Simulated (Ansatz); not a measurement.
## Run report: C7H2, geometry relaxation (part 3 of 3)

The same run, continued: C7H2 (slab, 36 atoms in the cell); DFT PBE, scalar-relativistic, plane waves, PAW, no spin polarisation (Ansatz 0.2.0); cutoff 420 eV, 5×5×1 k-mesh, Gaussian smearing of 0.05 eV. The structure derives from an entry of the Crystallography Open Database. The input holds or restrains some coordinates. Forces given for the steps count only the free coordinates.

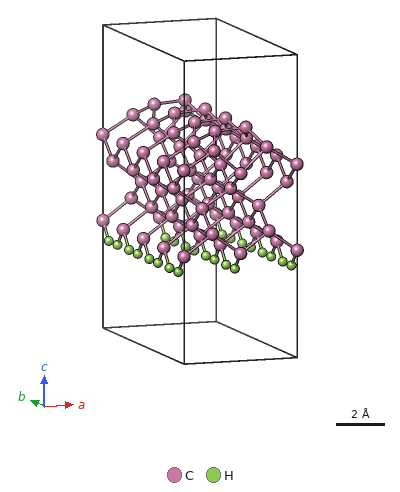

*The geometry at step 3 of the log (ball-and-stick view of the 1 × 2 repeat of the cell, with the vacuum cut short, seen slightly off an axis).*

## Output, continued
```
--- Relaxed structure (4 steps of the walk, 4 accepted, 0 SCFs on fresh bases) ---
  F+E_penalty+E_count = -7135.52329954 eV   max|allowed force component| = 9.933e-3 eV/Å
  atoms:
    - { symbol: C, position: [0.5, 0.5, 0.24668610490000004] }
    - { symbol: C, position: [0.5, 0.0, 0.24668610490000004] }
    - { symbol: C, position: [0.0, 0.5, 0.24668610490000004] }
    - { symbol: C, position: [0.0, 0.0, 0.24668610490000004] }
    - { symbol: C, position: [0.75, 0.5, 0.294028991] }
    - { symbol: C, position: [0.75, 0.0, 0.294028991] }
    - { symbol: C, position: [0.25, 0.5, 0.294028991] }
    - { symbol: C, position: [0.25, 0.0, 0.294028991] }
    - { symbol: C, position: [0.75, 0.75, 0.3413718772] }
    - { symbol: C, position: [0.75, 0.25, 0.3413718772] }
    - { symbol: C, position: [0.25, 0.75, 0.3413718772] }
    - { symbol: C, position: [0.25, 0.25, 0.3413718772] }
    - { symbol: C, position: [-0.0013960066653291101, 0.75, 0.39153428870142803] }
    - { symbol: C, position: [-0.0013923598735145317, 0.25, 0.3915350796333233] }
    - { symbol: C, position: [0.5006703985593358, 0.75, 0.3838416896343959] }
    - { symbol: C, position: [0.5006592108241511, 0.25, 0.3838439012308292] }
    - { symbol: C, position: [-0.0020504210474086614, 8.000836793193105e-6, 0.4410240902120316] }
    - { symbol: C, position: [-0.0020504210474086614, 0.4999919991632068, 0.4410240902120316] }
    - { symbol: C, position: [0.5020259155964544, -7.725502847072002e-6, 0.4272471235365265] }
    - { symbol: C, position: [0.5020259155964544, 0.5000077255028471, 0.4272471235365265] }
    - { symbol: C, position: [0.265419773374813, 2.97535974487708e-6, 0.48169808562053323] }
    - { symbol: C, position: [0.265419773374813, 0.4999970246402552, 0.48169808562053323] }
    - { symbol: C, position: [0.7303556276099384, -4.596164691264218e-6, 0.48372215356579773] }
    - { symbol: C, position: [0.7303556276099384, 0.5000045961646913, 0.48372215356579773] }
    - { symbol: C, position: [0.36331377163656425, 0.25, 0.5141925563] }
    - { symbol: C, position: [0.3633677338390487, 0.75, 0.5141925563] }
    - { symbol: C, position: [0.6349866182989206, 0.25, 0.519588757032885] }
    - { symbol: C, position: [0.6350322864284736, 0.75, 0.5196284527173094] }
    - { symbol: H, position: [0.5, 0.642297379, 0.2067119476] }
    - { symbol: H, position: [0.5, 0.357702621, 0.2067119476] }
    - { symbol: H, position: [0.5, 0.142297379, 0.2067119476] }
    - { symbol: H, position: [0.5, -0.142297379, 0.2067119476] }
    - { symbol: H, position: [0.0, 0.3577812996, 0.2066501452] }
    - { symbol: H, position: [0.0, 0.6422187004, 0.2066501452] }
    - { symbol: H, position: [0.0, -0.1422187004, 0.2066501452] }
    - { symbol: H, position: [0.0, 0.1422187004, 0.2066501452] }
```

## Trajectory as extended XYZ (Å, eV, eV/Å), 4 frames, from step=1 to step=4
```
36
Lattice="5.0508 0.0000 0.0000 0.0000 5.0508 0.0000 0.0000 0.0000 18.8596" Properties=species:S:1:pos:R:3:forces:R:3 step=1 energy=-7135.44279
C     2.5254    2.5254    4.6524    0.0030  -0.0005   1.8217
C     2.5254    0.0000    4.6524    0.0030   0.0005   1.8217
C     0.0000    2.5254    4.6524   -0.0039   0.0024   1.6417
C     0.0000    0.0000    4.6524   -0.0039  -0.0024   1.6417
C     3.7881    2.5254    5.5453    0.6471  -0.0065  -1.7306
C     3.7881    0.0000    5.5453    0.6471   0.0065  -1.7306
C     1.2627    2.5254    5.5453   -0.6527  -0.0073  -1.7016
C     1.2627    0.0000    5.5453   -0.6527   0.0073  -1.7016
C     3.7881    3.7881    6.4381    0.7456   0.0000  -0.6222
C     3.7881    1.2627    6.4381    0.7317   0.0000  -0.4665
C     1.2627    3.7881    6.4381   -0.7990   0.0000  -0.5632
C     1.2627    1.2627    6.4381   -0.6790   0.0000  -0.4046
C    -0.0050    3.7881    7.3931   -0.0014   0.0000   0.0121
C    -0.0021    1.2627    7.3971   -0.0385   0.0000  -0.0189
C     2.5261    3.7881    7.2494    0.0272   0.0000  -0.0688
C     2.5282    1.2627    7.2555   -0.1033   0.0000  -0.1365
C    -0.0054   -0.0056    8.3369   -0.0628   0.1427  -0.1266
C    -0.0054    2.5310    8.3369   -0.0628  -0.1427  -0.1266
C     2.5302   -0.0112    8.0807    0.3390   0.4908  -0.4305
C     2.5302    2.5367    8.0807    0.3390  -0.4908  -0.4305
C     1.3473   -0.0121    9.1240   -0.6668   0.6534  -1.0273
C     1.3473    2.5375    9.1240   -0.6668  -0.6534  -1.0273
C     3.6923   -0.0030    9.1432   -0.0471  -0.0399  -0.1087
C     3.6923    2.5284    9.1432   -0.0471   0.0399  -0.1087
C     1.8400    1.2627    9.6975    0.2613   0.0000   2.5605
C     1.8293    3.7881    9.6975    0.9354   0.0000   3.0416
C     3.2115    1.2627    9.8141   -0.0164   0.0000  -0.0355
C     3.2102    3.7881    9.8270   -0.1726   0.0000  -0.0529
H     2.5254    3.2441    3.8985   -0.0004   0.0000   0.0099
H     2.5254    1.8067    3.8985   -0.0006   0.0001   0.0108
H     2.5254    0.7187    3.8985   -0.0006  -0.0001   0.0108
H     2.5254   -0.7187    3.8985   -0.0004   0.0000   0.0099
H     0.0000    1.8071    3.8973    0.0002  -0.0011   0.0097
H     0.0000    3.2437    3.8973   -0.0003   0.0018   0.0077
H     0.0000   -0.7183    3.8973   -0.0003  -0.0018   0.0077
H     0.0000    0.7183    3.8973    0.0002   0.0011   0.0097
36
Lattice="5.0508 0.0000 0.0000 0.0000 5.0508 0.0000 0.0000 0.0000 18.8596" Properties=species:S:1:pos:R:3:forces:R:3 step=2 energy=-7135.51175
C     2.5254    2.5254    4.6524    0.0062  -0.0004   1.8192
C     2.5254    0.0000    4.6524    0.0062   0.0004   1.8192
C     0.0000    2.5254    4.6524   -0.0066   0.0017   1.6367
C     0.0000    0.0000    4.6524   -0.0066  -0.0017   1.6367
C     3.7881    2.5254    5.5453    0.6719   0.0000  -1.8021
C     3.7881    0.0000    5.5453    0.6719   0.0000  -1.8021
C     1.2627    2.5254    5.5453   -0.6697   0.0009  -1.7588
C     1.2627    0.0000    5.5453   -0.6697  -0.0009  -1.7588
C     3.7881    3.7881    6.4381    0.8031   0.0000  -0.8882
C     3.7881    1.2627    6.4381    0.8154   0.0000  -0.8627
C     1.2627    3.7881    6.4381   -0.8123   0.0000  -0.7183
C     1.2627    1.2627    6.4381   -0.7718   0.0000  -0.6964
C    -0.0058    3.7881    7.3875   -0.0360   0.0000  -0.0403
C    -0.0038    1.2627    7.3879   -0.0816   0.0000   0.0054
C     2.5278    3.7881    7.2424    0.0633   0.0000  -0.0686
C     2.5284    1.2627    7.2422    0.0185   0.0000   0.0471
C    -0.0095   -0.0018    8.3223    0.0967   0.0335   0.0360
C    -0.0095    2.5273    8.3223    0.0967  -0.0335   0.0360
C     2.5369   -0.0043    8.0630    0.0276   0.1726  -0.0369
C     2.5369    2.5297    8.0630    0.0276  -0.1726  -0.0369
C     1.3459   -0.0056    9.0981   -0.3132   0.2950  -0.3996
C     1.3459    2.5310    9.0981   -0.3132  -0.2950  -0.3996
C     3.6911   -0.0017    9.1295    0.0102   0.0041  -0.0494
C     3.6911    2.5272    9.1295    0.0102  -0.0041  -0.0494
C     1.8389    1.2627    9.6975    0.1069   0.0000   2.0921
C     1.8332    3.7881    9.6975    0.4779   0.0000   2.2936
C     3.2113    1.2627    9.8034   -0.0400   0.0000  -0.0129
C     3.2120    3.7881    9.8132   -0.1907   0.0000  -0.1071
H     2.5254    3.2441    3.8985   -0.0015  -0.0002   0.0105
H     2.5254    1.8067    3.8985   -0.0014   0.0002   0.0107
H     2.5254    0.7187    3.8985   -0.0014  -0.0002   0.0107
H     2.5254   -0.7187    3.8985   -0.0015   0.0002   0.0105
H     0.0000    1.8071    3.8973    0.0014  -0.0017   0.0085
H     0.0000    3.2437    3.8973    0.0012   0.0020   0.0076
H     0.0000   -0.7183    3.8973    0.0012  -0.0020   0.0076
H     0.0000    0.7183    3.8973    0.0014   0.0017   0.0085
36
Lattice="5.0508 0.0000 0.0000 0.0000 5.0508 0.0000 0.0000 0.0000 18.8596" Properties=species:S:1:pos:R:3:forces:R:3 step=3 energy=-7135.52314
C     2.5254    2.5254    4.6524    0.0072  -0.0001   1.8182
C     2.5254    0.0000    4.6524    0.0072   0.0001   1.8182
C     0.0000    2.5254    4.6524   -0.0068   0.0001   1.6346
C     0.0000    0.0000    4.6524   -0.0068  -0.0001   1.6346
C     3.7881    2.5254    5.5453    0.6766   0.0002  -1.8288
C     3.7881    0.0000    5.5453    0.6766  -0.0002  -1.8288
C     1.2627    2.5254    5.5453   -0.6745   0.0005  -1.7786
C     1.2627    0.0000    5.5453   -0.6745  -0.0005  -1.7786
C     3.7881    3.7881    6.4381    0.8148   0.0000  -0.9842
C     3.7881    1.2627    6.4381    0.8165   0.0000  -0.9829
C     1.2627    3.7881    6.4381   -0.8137   0.0000  -0.7922
C     1.2627    1.2627    6.4381   -0.8137   0.0000  -0.7936
C    -0.0069    3.7881    7.3844   -0.0030   0.0000  -0.0190
C    -0.0066    1.2627    7.3845   -0.0098   0.0000  -0.0197
C     2.5288    3.7881    7.2394    0.0118   0.0000  -0.0274
C     2.5287    1.2627    7.2392    0.0138   0.0000  -0.0065
C    -0.0101   -0.0001    8.3171    0.0220   0.0002   0.0206
C    -0.0101    2.5255    8.3171    0.0220  -0.0002   0.0206
C     2.5363   -0.0002    8.0574   -0.0229   0.0029   0.0213
C     2.5363    2.5257    8.0574   -0.0229  -0.0029   0.0213
C     1.3414   -0.0004    9.0853   -0.0132   0.0194  -0.0256
C     1.3414    2.5258    9.0853   -0.0132  -0.0194  -0.0256
C     3.6896   -0.0001    9.1219    0.0079  -0.0046   0.0173
C     3.6896    2.5255    9.1219    0.0079   0.0046   0.0173
C     1.8361    1.2627    9.6975    0.0044   0.0000   1.8945
C     1.8359    3.7881    9.6975    0.0545   0.0000   1.9104
C     3.2084    1.2627    9.7981   -0.0089   0.0000   0.0132
C     3.2095    3.7881    9.8007   -0.0606   0.0000  -0.0299
H     2.5254    3.2441    3.8985   -0.0014  -0.0003   0.0107
H     2.5254    1.8067    3.8985   -0.0014   0.0003   0.0107
H     2.5254    0.7187    3.8985   -0.0014  -0.0003   0.0107
H     2.5254   -0.7187    3.8985   -0.0014   0.0003   0.0107
H     0.0000    1.8071    3.8973    0.0013  -0.0019   0.0079
H     0.0000    3.2437    3.8973    0.0013   0.0019   0.0079
H     0.0000   -0.7183    3.8973    0.0013  -0.0019   0.0079
H     0.0000    0.7183    3.8973    0.0013   0.0019   0.0079
36
Lattice="5.0508 0.0000 0.0000 0.0000 5.0508 0.0000 0.0000 0.0000 18.8596" Properties=species:S:1:pos:R:3:forces:R:3 step=4 energy=-7135.52330
C     2.5254    2.5254    4.6524    0.0074   0.0000   1.8182
C     2.5254    0.0000    4.6524    0.0074   0.0000   1.8182
C     0.0000    2.5254    4.6524   -0.0069   0.0000   1.6344
C     0.0000    0.0000    4.6524   -0.0069   0.0000   1.6344
C     3.7881    2.5254    5.5453    0.6760  -0.0001  -1.8303
C     3.7881    0.0000    5.5453    0.6760   0.0001  -1.8303
C     1.2627    2.5254    5.5453   -0.6753   0.0000  -1.7798
C     1.2627    0.0000    5.5453   -0.6753   0.0000  -1.7798
C     3.7881    3.7881    6.4381    0.8140   0.0000  -0.9854
C     3.7881    1.2627    6.4381    0.8129   0.0000  -0.9843
C     1.2627    3.7881    6.4381   -0.8160   0.0000  -0.7949
C     1.2627    1.2627    6.4381   -0.8161   0.0000  -0.7946
C    -0.0071    3.7881    7.3842   -0.0050   0.0000   0.0002
C    -0.0070    1.2627    7.3842   -0.0060   0.0000  -0.0007
C     2.5288    3.7881    7.2391    0.0038   0.0000   0.0011
C     2.5287    1.2627    7.2392    0.0062   0.0000   0.0002
C    -0.0104    0.0000    8.3175    0.0046  -0.0027   0.0017
C    -0.0104    2.5254    8.3175    0.0046   0.0027   0.0017
C     2.5356    0.0000    8.0577   -0.0057  -0.0006   0.0042
C     2.5356    2.5255    8.0577   -0.0057   0.0006   0.0042
C     1.3406    0.0000    9.0846    0.0032  -0.0022   0.0001
C     1.3406    2.5254    9.0846    0.0032   0.0022   0.0001
C     3.6889    0.0000    9.1228    0.0042  -0.0003   0.0022
C     3.6889    2.5254    9.1228    0.0042   0.0003   0.0022
C     1.8350    1.2627    9.6975   -0.0027   0.0000   1.8949
C     1.8353    3.7881    9.6975   -0.0099   0.0000   1.8944
C     3.2072    1.2627    9.7992    0.0033   0.0000   0.0027
C     3.2074    3.7881    9.8000    0.0019   0.0000  -0.0097
H     2.5254    3.2441    3.8985   -0.0015  -0.0003   0.0107
H     2.5254    1.8067    3.8985   -0.0015   0.0003   0.0107
H     2.5254    0.7187    3.8985   -0.0015  -0.0003   0.0107
H     2.5254   -0.7187    3.8985   -0.0015   0.0003   0.0107
H     0.0000    1.8071    3.8973    0.0013  -0.0019   0.0079
H     0.0000    3.2437    3.8973    0.0013   0.0019   0.0079
H     0.0000   -0.7183    3.8973    0.0013  -0.0019   0.0079
H     0.0000    0.7183    3.8973    0.0013   0.0019   0.0079
```

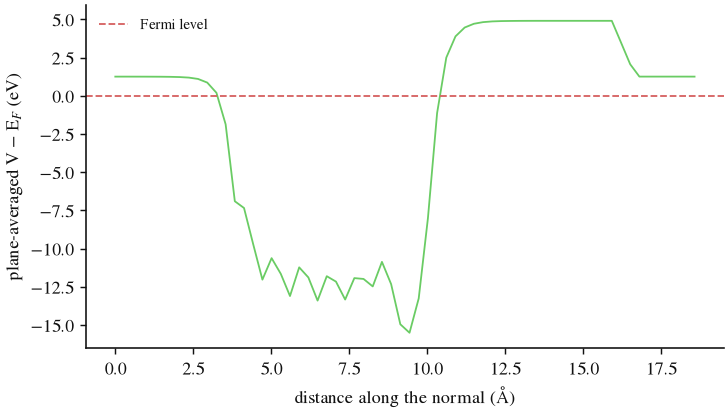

*Plane average of the electrostatic potential energy of an electron across the cell, from the Fermi level.*

The vacuum level lies 4.91 eV above the Fermi level on the upper side and 1.26 eV on the lower.

## Results in brief

| quantity | value |
| --- | --- |
| outcome | converged under the restraints of the input |
| electrons treated | 120 |
| free energy | −7135.5233 eV |
| work function, top face | 4.91 eV |
| work function, bottom face | 1.26 eV |
| Fermi energy | 2.917 eV |
| gap on the k-point mesh | 1.30 eV |
| final volume | 481.13 Å³ |
| work function (upper face) | 4.91 eV |
| largest force (length of the vector) at the end, held atoms and coordinates included | 1.951 eV/Å |
| wall time | 18 s (CPU time 68 s) |
| peak memory | 1.4 GiB |
